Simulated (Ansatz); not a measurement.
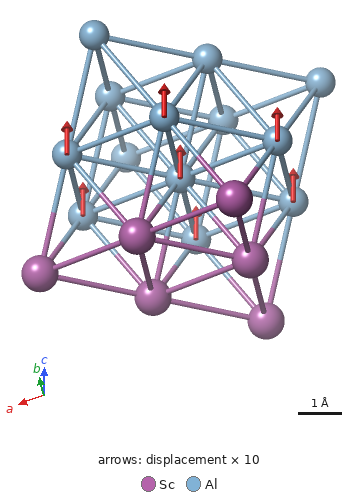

A relaxation of crystalline ScAl$_{3}$ (a generated structure, set up in R-3m) (coarse preliminary run). The starting structure is drawn; red arrows show the displacements (the part carried along by the change of the cell is left out), 10 times their true length.

Style: ball-and-stick. Shown: the atoms within 4.2 Å of the atom that moves most (axes of the conventional cell (3 times the calculation's cell)), from a free direction. Lengths and directions refer to the drawn axes.

Level of theory: Ansatz, DFT PBE, scalar-relativistic, plane waves, PAW. (plane-wave cutoff 420 eV; k-point mesh 6 × 6 × 6; occupations gaussian; smearing width 0.1 eV; no spin polarisation; cell and atoms relaxed; force threshold 0.04 eV/Å; at most 70 steps)

Question: Atoms of which element are displaced furthest, and by how much?

Answer: Aluminium: up to 0.091 Å, against 0.000 Å for scandium.

Question: What happened in the run?

Answer: The largest moves relative to the cell, 0.091 Å, are those of Al atoms. Sc stays in place. The drawn cell changes as follows: a = b 2.848 → 3.019 Å (+6.0 %), c 27.901 → 28.284 Å (+1.4 %); the volume changes by +13.9 %. Near-neighbour distances that change, for instance: Sc–Sc 2.848 → 3.019 Å, Al–Al 2.848 → 3.019 Å, Al–Sc 2.848 → 3.005 Å, Al–Al 2.848 → 2.859 Å. The space group stays R-3m (No. 166). After 4 accepted moves (5 points after the start) the energy has fallen by 107 meV per atom. The largest force component goes from 0.92 to 0.0017 eV/Å. Pressure: 11.92 GPa at the start and 0.07 GPa at the end. At 1 point the geometry stayed and the basis and grid were re-selected for the new cell (energy shift of 1.5 meV per atom at most each time). The run took 8.8 s on 1 thread of AMD EPYC 7R43 64-Core Processor (Zen 3) (shared host), peak memory 0.43 GiB.
